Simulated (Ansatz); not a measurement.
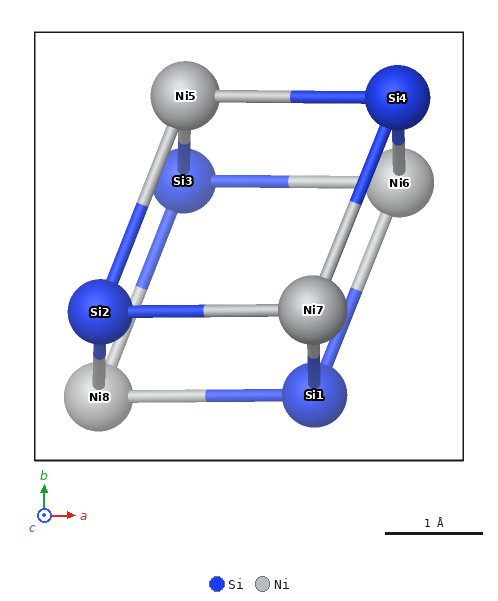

The input geometry (ball-and-stick view of the cell of the calculation, along the c axis; atoms are numbered from 1 in the order of the input). Near neighbours in the crystal (not all of them lie inside the picture): Si has 7 Ni at 2.31 to 2.39 Å; Ni has 7 Si at 2.31 to 2.39 Å.

**NiSi: geometry relaxation (part 1 of 2)**

- system: NiSi (P2₁3, 8 atoms in the cell)
- method: DFT r2SCAN, scalar-relativistic, plane waves, PAW, no spin polarisation (Ansatz 0.2.0)

The structure derives from a Materials Project entry. Figures and captions count atoms from 1; the log counts them from 0 in places.

**Input**
```yaml
crystal:
  lattice:
    - [4.4198447579, 0.0, 0.0]
    - [0.0, 4.4198447579, 0.0]
    - [0.0, 0.0, 4.4198447579]
  atoms:
    - { symbol: Si, position: [0.6530601917, 0.1530601917, 0.3469398083] }
    - { symbol: Si, position: [0.1530601917, 0.3469398083, 0.6530601917] }
    - { symbol: Si, position: [0.3469398083, 0.6530601917, 0.1530601917] }
    - { symbol: Si, position: [0.8469398083, 0.8469398083, 0.8469398083] }
    - { symbol: Ni, position: [0.3512498231, 0.8512498231, 0.6487501769] }
    - { symbol: Ni, position: [0.8512498231, 0.6487501769, 0.3512498231] }
    - { symbol: Ni, position: [0.6487501769, 0.3512498231, 0.8512498231] }
    - { symbol: Ni, position: [0.1487501769, 0.1487501769, 0.1487501769] }
basis:
  ecutwfc: 500
kpoints:
  mp_grid: { grid: [8, 8, 8] }
hamiltonian:
  xc: r2scan
scf:
  occupations: { method: gaussian, width: 0.1 }
output:
  forces: true
  stress: true
  eigenvalues: true
  write_density: true
  write_potential: true
  elf: true
  volumetric_format: npy
relax:
  adjacent_minimum: "off"
  f_tol: 0.01
  max_steps: 30
```

Run on 4 threads of Intel Xeon @ 2.70GHz, 189 GiB of memory available, shared host.

Launched with:
```bash
ansatz run input.yaml --threads 4 --pin off --max-ram 10240MiB --backend cpu --events-out ev --progress --plain --runs-dir out
```

**The program's output**
```
Warning: output.stress: scf.convergence.dr2_threshold = 1e-7 eV (the SCF's general default) is looser than the 8e-10 eV advised for a printed stress (1e-10 eV for each atom of the cell: 8). What an SCF threshold leaves in a stress goes as its square root, and in the free energy as the threshold itself, and one threshold admits the most on a small cell: of the crystals measured, under no hybrid functional and no lock of the moments, on runs that ended without the residual-converged pass, on stresses that held no estimate of that error, the worst erred by over 100 MPa in a component at 1e-7 eV an atom and by under 5 at 1e-10. Every solve of this run answers to scf.convergence.dr2_threshold, and the tensor of one is reported: a single SCF on the reported geometry and on this run's grids (its basis.xc_grid and basis.ecutrho_ratio typed), with scf.convergence.dr2_threshold at 8e-10 eV or tighter, prints it and tightens no other solve. Else set scf.convergence.dr2_threshold to 8e-10 eV or tighter. The threshold is an SCF's pass mark: one that does not reach it within its budget of iterations ends unconverged, or closes short of it on a stop that the run arms, and scf.convergence.dr2_threshold's page says what that costs each kind of run
Engine: ansatz 0.2.0, x86_64-unknown-linux-gnu
Pseudopotentials: kind: paw
Pseudopotential: Si, paw, valence charge 4, recommended cutoff 500 eV (meta_gga), Si.paw.azcp
Pseudopotential: Ni, paw, valence charge 18, recommended cutoff 500 eV (meta_gga), Ni.paw.azcp
Functional definition: r2SCAN
  parameter k0 = 0.174
  parameter k1 = 0.065
  parameter a1 = 4.9479
  exchange = r2scan_x(k0 = k0, k1 = k1, a1 = a1)
  correlation = r2scan_c
Crystal: 8 atoms, lattice volume = 86.342 Å³
Basis set: ecut = 500 eV, 2109 PW (Γ), exchange–correlation on 144×144×144 points (64 copies of the dense FFT grid, shifted against one another)
Bands: 53, of which v1, the nominal top of the filled ones, is band 44 counted from 1 (43 counted from 0)
Symmetry: 12 space group operations
Space group: P213 (ITA 198), of the structure as read, at distance tolerance 4.4e-5 Å
k-points: 45 of 512 (time reversal used)
Non-local potential: Si, projectors of the file, l = 0: 2, l = 1: 2, l = 2: 2
Non-local potential: Ni, projectors of the file, l = 0: 3, l = 1: 2, l = 2: 3, l = 3: 1
PAW form: soft (Blöchl's): semilocal exchange-correlation on the pseudo side does not see the compensation charge
PAW frozen core: Si, regenerated for the run's functional (the file was generated under x = pbe(κ = 0.804, μ = 0.2195149727645171), c = pbe(β = 0.06672455060314922))
PAW frozen core: Ni, regenerated for the run's functional (the file was generated under x = pbe(κ = 0.804, μ = 0.2195149727645171), c = pbe(β = 0.06672455060314922))
PAW one-centre angular grid: Si, 302 points (default); XC on 160 Gauss nodes
PAW one-centre angular grid: Ni, 590 points (default); XC on 160 Gauss nodes
Initial density: superposition of atomic densities (neutral atoms: chi_scale 0, normalization atom), corrected by the library's trained network
Initial wavefunctions: pseudopotential atomic-orbital guess
Functional: x = r2scan, c = r2scan; τ floored in thin density (d = 2e-4 eV/Å³)
SCF iter   1: F=—  HF=-25940.064755 eV  |F-HF|=—  |Δ(HF+E_count)|=         —  Δρ=2.78e-2  dr2=5.32e-1  dr2_τ=2.60e-1  ethr=1.77e-3  ⟨swp⟩=7.3  Hψ=9653  notcnv=0  defer=2
preconditioner: auto → Kerker (q_TF=auto, 2.737 Å⁻¹)  [metal: Δε(μ)=0.058 eV  Ē_g=7.979 eV  σ=0.100 eV  W_gap=0.32  n_scr=26 (ndim 8)  ℏωp=29.9 eV  f_vac=0.000  D(μ)=1.97/eV (n_scr^D=18)]
SCF iter   2: F=—  HF=-25940.358140 eV  |F-HF|=—  |Δ(HF+E_count)|=   2.93e-1  Δρ=1.76e-2  dr2=1.30e-1  dr2_τ=3.01e-3  ethr=6.04e-4  ⟨swp⟩=2.9  Hψ=4578  notcnv=0  defer=121
SCF iter   3: F=—  HF=-25940.327884 eV  |F-HF|=—  |Δ(HF+E_count)|=   3.03e-2  Δρ=8.13e-3  dr2=4.84e-2  dr2_τ=1.24e-4  ethr=1.47e-4  ⟨swp⟩=2.3  Hψ=4505  notcnv=0  defer=121
SCF iter   4: F=—  HF=-25940.321154 eV  |F-HF|=—  |Δ(HF+E_count)|=   6.73e-3  Δρ=2.09e-3  dr2=2.51e-3  dr2_τ=4.91e-5  ethr=5.50e-5  ⟨swp⟩=2.3  Hψ=3393  notcnv=0  defer=121
SCF iter   5: F=—  HF=-25940.321015 eV  |F-HF|=—  |Δ(HF+E_count)|=   1.38e-4  Δρ=8.73e-4  dr2=4.44e-4  dr2_τ=9.67e-6  ethr=2.85e-6  ⟨swp⟩=2.0  Hψ=3637  notcnv=0  defer=118
SCF iter   6: F=—  HF=-25940.320957 eV  |F-HF|=—  |Δ(HF+E_count)|=   5.87e-5  Δρ=6.04e-4  dr2=1.57e-4  dr2_τ=9.12e-7  ethr=5.04e-7  ⟨swp⟩=2.0  Hψ=3639  notcnv=0  defer=118
SCF iter   7: F=—  HF=-25940.320968 eV  |F-HF|=—  |Δ(HF+E_count)|=   1.14e-5  Δρ=1.49e-4  dr2=9.05e-6  dr2_τ=8.75e-8  ethr=1.79e-7  ⟨swp⟩=2.2  Hψ=4039  notcnv=0  defer=118
SCF iter   8: F=-25940.320969 eV  HF=-25940.320969 eV  |F-HF|=1.15e-7  |Δ(HF+E_count)|=   5.88e-7  Δρ=3.57e-5  dr2=7.95e-7  dr2_τ=5.82e-9  ethr=2.84e-9  ⟨swp⟩=15.6  Hψ=24713  notcnv=0
SCF 1 converged in 8 iterations: F = -25940.320969 eV  dr2 = 7.95e-7
  greatest PAW one-centre occupation: 1.001 electrons in one spin orbital (limit 2), on the Ni atom at site 7 (counted from 0), in its partial waves of l = 1
relax step   1: F+E_penalty+E_count = -25940.32096865 eV  Δ(F+E_penalty+E_count) = +0.000e0 eV  max|allowed force component| = 1.660e-2 eV/Å  Δτ_max = 0.0000 Å  (8 SCF iters, dr2 threshold 2.50e-6 eV, accepted)
Initial density: handed on by an earlier stage of this run
Initial wavefunctions: those handed on with the density
iter 1 solved again at ethr=2.77e-8 eV; its pass at ethr=3.10e-3 eV (dr2=2.44e-5 eV) is discarded
SCF iter   1: F=—  HF=-25940.320994 eV  |F-HF|=—  |Δ(HF+E_count)|=         —  Δρ=1.51e-4  dr2=2.29e-5  dr2_τ=1.15e-4  ethr=2.77e-8  ⟨swp⟩=2.5  Hψ=7420  notcnv=0
preconditioner: auto → Kerker (q_TF=auto, 2.737 Å⁻¹)  [metal: Δε(μ)=0.035 eV  Ē_g=7.880 eV  σ=0.100 eV  W_gap=0.19  n_scr=26 (ndim 8)  ℏωp=29.9 eV  f_vac=0.001  D(μ)=2.22/eV (n_scr^D=18)]
SCF iter   2: F=—  HF=-25940.321063 eV  |F-HF|=—  |Δ(HF+E_count)|=   6.84e-5  Δρ=9.16e-5  dr2=5.11e-6  dr2_τ=1.36e-7  ethr=2.60e-8  ⟨swp⟩=2.0  Hψ=4252  notcnv=0
SCF iter   3: F=—  HF=-25940.321062 eV  |F-HF|=—  |Δ(HF+E_count)|=   5.74e-7  Δρ=6.80e-5  dr2=3.19e-6  dr2_τ=3.32e-8  ethr=5.81e-9  ⟨swp⟩=2.8  Hψ=4207  notcnv=0
SCF iter   4: F=—  HF=-25940.321062 eV  |F-HF|=—  |Δ(HF+E_count)|=   4.18e-7  Δρ=3.37e-5  dr2=6.20e-7  dr2_τ=1.30e-8  ethr=3.62e-9  ⟨swp⟩=2.0  Hψ=3160  notcnv=0
SCF iter   5: F=—  HF=-25940.321062 eV  |F-HF|=—  |Δ(HF+E_count)|=   8.67e-8  Δρ=1.68e-5  dr2=1.09e-7  dr2_τ=5.28e-10  ethr=7.04e-10  ⟨swp⟩=2.6  Hψ=3675  notcnv=0
SCF iter   6: F=-25940.321062 eV  HF=-25940.321062 eV  |F-HF|=7.86e-10  |Δ(HF+E_count)|=   1.42e-8  Δρ=2.71e-6  dr2=3.50e-9  dr2_τ=1.45e-10  ethr=1.14e-10  ⟨swp⟩=11.8  Hψ=17470  notcnv=0
SCF 2 converged in 6 iterations: F = -25940.321062 eV  dr2 = 3.50e-9
  greatest PAW one-centre occupation: 1.001 electrons in one spin orbital (limit 2), on the Ni atom at site 5 (counted from 0), in its partial waves of l = 1
relax step   2: F+E_penalty+E_count = -25940.32106168 eV  Δ(F+E_penalty+E_count) = -9.304e-5 eV  max|allowed force component| = 1.371e-2 eV/Å  Δτ_max = 0.0007 Å  (6 SCF iters, accepted)
SCF iter   1: F=—  HF=-25940.319620 eV  |F-HF|=—  |Δ(HF+E_count)|=         —  Δρ=7.31e-4  dr2=5.08e-4  dr2_τ=2.76e-3  ethr=5.60e-6  ⟨swp⟩=2.0  Hψ=4652  notcnv=0  defer=118
preconditioner: auto → Kerker (q_TF=auto, 2.737 Å⁻¹)  [metal: Δε(μ)=0.035 eV  Ē_g=7.879 eV  σ=0.100 eV  W_gap=0.19  n_scr=26 (ndim 8)  ℏωp=29.9 eV  f_vac=0.001  D(μ)=2.21/eV (n_scr^D=18)]
SCF iter   2: F=—  HF=-25940.321264 eV  |F-HF|=—  |Δ(HF+E_count)|=   1.64e-3  Δρ=4.38e-4  dr2=1.03e-4  dr2_τ=3.31e-6  ethr=5.78e-7  ⟨swp⟩=2.0  Hψ=4729  notcnv=0  defer=118
SCF iter   3: F=—  HF=-25940.321254 eV  |F-HF|=—  |Δ(HF+E_count)|=   1.00e-5  Δρ=3.83e-4  dr2=9.05e-5  dr2_τ=6.64e-7  ethr=1.17e-7  ⟨swp⟩=2.3  Hψ=4067  notcnv=0  defer=118
SCF iter   4: F=—  HF=-25940.321250 eV  |F-HF|=—  |Δ(HF+E_count)|=   3.11e-6  Δρ=1.27e-4  dr2=1.02e-5  dr2_τ=3.29e-7  ethr=1.03e-7  ⟨swp⟩=2.0  Hψ=3138  notcnv=0  defer=118
SCF iter   5: F=—  HF=-25940.321249 eV  |F-HF|=—  |Δ(HF+E_count)|=   1.33e-6  Δρ=7.30e-5  dr2=1.96e-6  dr2_τ=9.02e-9  ethr=1.16e-8  ⟨swp⟩=2.9  Hψ=4449  notcnv=0  defer=118
SCF iter   6: F=-25940.321249 eV  HF=-25940.321249 eV  |F-HF|=5.02e-9  |Δ(HF+E_count)|=   2.80e-7  Δρ=1.27e-5  dr2=5.73e-8  dr2_τ=3.27e-9  ethr=1.14e-10  ⟨swp⟩=13.3  Hψ=20025  notcnv=0
SCF 3 converged in 6 iterations: F = -25940.321249 eV  dr2 = 5.73e-8
relax step   3: F+E_penalty+E_count = -25940.32124884 eV  Δ(F+E_penalty+E_count) = -1.872e-4 eV  max|allowed force component| = 1.993e-3 eV/Å  Δτ_max = 0.0037 Å  (6 SCF iters, accepted)
iter 1 solved again at ethr=6.51e-11 eV; its pass at ethr=3.10e-3 eV (dr2=5.73e-8 eV) is discarded
SCF iter   1: F=—  HF=-25940.321249 eV  |F-HF|=—  |Δ(HF+E_count)|=         —  Δρ=1.27e-5  dr2=5.73e-8  dr2_τ=3.27e-9  ethr=6.51e-11  ⟨swp⟩=1.0  Hψ=6835  notcnv=0
preconditioner: auto → Kerker (q_TF=auto, 2.737 Å⁻¹)  [metal: Δε(μ)=0.034 eV  Ē_g=7.879 eV  σ=0.100 eV  W_gap=0.19  n_scr=26 (ndim 8)  ℏωp=29.9 eV  f_vac=0.001  D(μ)=2.22/eV (n_scr^D=18)]
SCF iter   2: F=-25940.321249 eV  HF=-25940.321249 eV  |F-HF|=6.33e-9  |Δ(HF+E_count)|=   8.04e-9  Δρ=7.98e-6  dr2=2.82e-8  dr2_τ=4.04e-10  ethr=6.51e-11  ⟨swp⟩=8.2  Hψ=16392  notcnv=0
SCF 4 converged in 2 iterations: F = -25940.321249 eV  dr2 = 2.82e-8
```

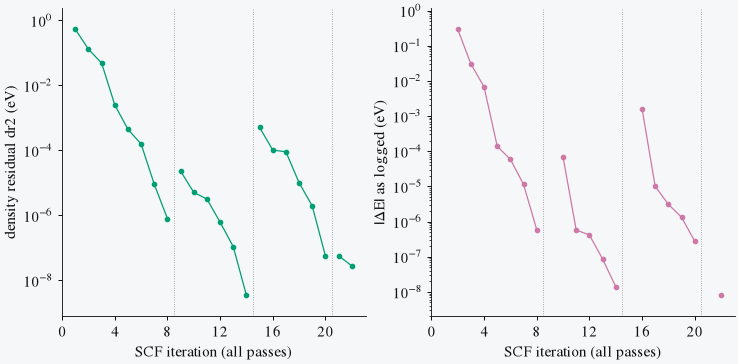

Convergence of the self-consistent field: density residual dr2 and size of the energy change against the SCF iteration. Dotted lines part the SCF passes that the log prints in full.

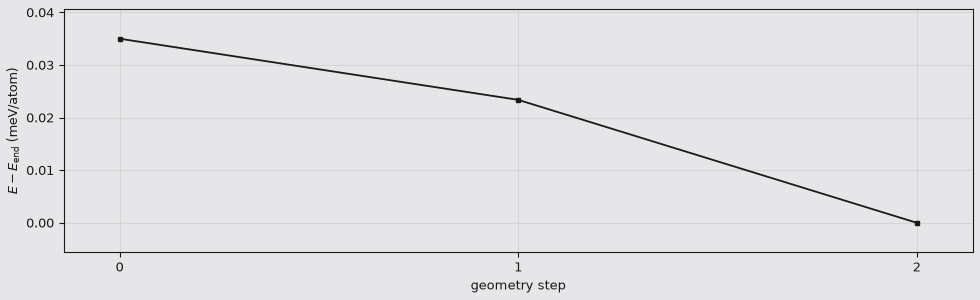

Progress of the relaxation, step by step (the first geometry is step 0 here and step 1 in the log). After 2 geometry steps the energy has fallen by next to nothing (0.0 meV per atom). The largest force component goes from 0.017 to 0.002 eV/Å. The largest moves, 0.004 Å, are those of Ni5, Ni6, Ni7 and Ni8. By element the largest moves are Ni 0.004 Å, Si 0.001 Å. The cell stays as it was. The space group stays P2_13 (No. 198). (Atoms are counted from 1 in the order of the input.)

```
SCF converged after 2 iterations
Free energy (F): -25940.321249 eV
Harris-Foulkes:  -25940.321249 eV  (|F-HF|=6.33e-9)
Internal energy: -25940.310156 eV  (E = F + TS)
E sigma→0 (E₀):  -25940.315702 eV
Entropy (-TS):   -0.011093 eV (-1.387 meV/atom)
Fermi energy:    17.640051 eV
--- Per-component energies (eV) ---
  E_band       = -1204.055367
  E_kinetic    = 1324.660092
  E_local      = -17036.931493  (includes V_loc(G=0)·N_el)
  E_nonlocal   = 2663.191841
  E_hartree    = 7379.238501
  E_xc         = -534.213481
  E_vxc        = -689.050776  (∫ρ·V_xc dr)
  E_paw        = -8663.635223  (= ΣΔE_a)
  E_vpaw       = -2269.475041  (= ΣTr[D̂ρ^β])
  E_aug_tail   = 0.000999  (compensation charges beyond the density's cutoff)
  E_vtau       = 45.089203  (kinetic-family band-sum trace: ∫τ·v_τ [+ j·A + Jᵃ·Aᵃ] dr)
  E_ewald      = -11071.115386
  E_core_change = -1.506006  (= ΣΔE_core)
  E_smearing   = -0.011093  (= −TS)
  E_closure    = 0.000000  (closes the sum)
  Σ components = -25940.321249   (vs F -25940.321249, Δ=0.00e0)
```
